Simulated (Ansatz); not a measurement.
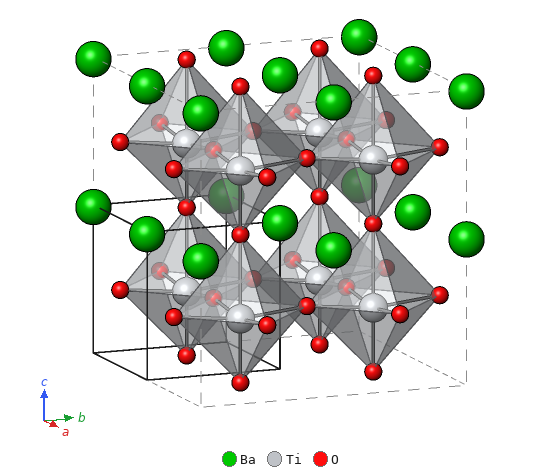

Polyhedra are drawn about Ti (bonds: O–Ti below 2.7 Å); other atoms are plain spheres.

System BaTiO3 (space group P4mm, No. 99); source of the atomic positions: the geometry relaxed with DFT, PAW plane waves, pbe (Ansatz).

Q: What figure surrounds each Ti atom, and what does it share with the other drawn polyhedra?

A: Ti: TiO6 octahedron, sharing corners with six neighbours.

Q: How do these polyhedra hang together as a whole?

A: They form a three-dimensional framework of corner-sharing octahedra.
